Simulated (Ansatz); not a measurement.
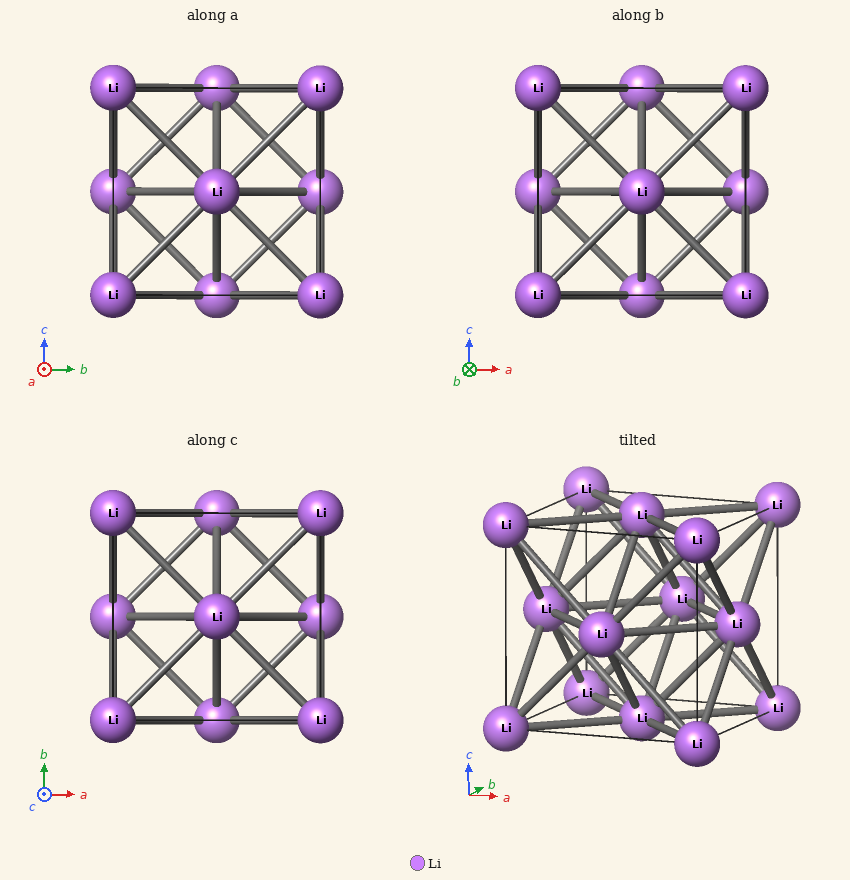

We look at a ball-and-stick model of the crystal along the a axis, along the b axis, along the c axis and slightly off an axis. The parallelepiped is the drawn cell (a repeat of the simulation cell).

Lattice parameters: a = 4.2404 Å, b = 4.2317 Å, c = 4.2317 Å, α = 90.162°, β = 90.067°, γ = 90.067°.

Convert the drawing into a CIF in P1 with every atom of the cell.

```cif
data_structure
_symmetry_space_group_name_H-M 'P 1'
_symmetry_Int_Tables_number 1
_cell_length_a 4.2404
_cell_length_b 4.2317
_cell_length_c 4.2317
_cell_angle_alpha 90.162
_cell_angle_beta 90.067
_cell_angle_gamma 90.067
_cell_volume 75.93
loop_
_atom_site_label
_atom_site_type_symbol
_atom_site_fract_x
_atom_site_fract_y
_atom_site_fract_z
_atom_site_occupancy
Li1 Li 0.0000 0.0000 0.0000 1
Li2 Li 0.0000 0.5000 0.5000 1
Li3 Li 0.5000 0.5000 0.0000 1
Li4 Li 0.5000 0.0000 0.5000 1
```

Provenance: a structure type filled with this element by a generator (whether the element takes this form wasn't checked). The cell was then strained or its atoms displaced on purpose. It was relaxed at fixed volume with DFT PBE, scalar-relativistic, plane waves, PAW (Ansatz 0.2.0).
